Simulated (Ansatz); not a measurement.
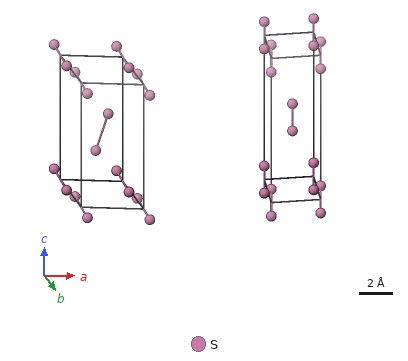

Two geometries of a crystal of S (built on the iodine_64 type) (coarse preliminary run), drawn at one scale. One is the start of a relaxation, the other its converged end. The picture is a ball-and-stick view of the cell of the calculation, seen from a free direction.

These are results of DFT r2SCAN, scalar-relativistic, plane waves, PAW in Ansatz 0.2.0, not measurements. (plane-wave cutoff 500 eV; k-point mesh 6 × 6 × 2; occupations gaussian; smearing width 0.1 eV; no spin polarisation; cell and atoms relaxed; force threshold 0.04 eV/Å; at most 70 steps)

Question: Which one is relaxed?

Answer: The right one is the relaxed one. Case: iodine type (Cmce, No. 64). The largest moves relative to the cell, 0.69 Å, are those of S atoms. The volume changes by −20.1 %, with a = b 3.830 → 3.048 Å (−20.4 %), c 8.614 → 9.993 Å (+16.0 %), γ 66.9° → 89.8°. Some distances before and after: S–S 2.381 → 1.878 Å. The space group (tolerance 0.01 Å) goes from Cmce (No. 64) to Fmmm (No. 69). Over 14 accepted moves (16 points after the start) the energy falls by 1194 meV per atom. The largest force component goes from 2.7 to 0.0073 eV/Å. Pressure: −12.26 GPa at the start and 0.01 GPa at the end. The line search rejected the trial step at point 3 of the run. At 1 point the geometry stayed and the basis and grid were re-selected for the new cell (energy shift of 0.2 meV per atom at most each time).
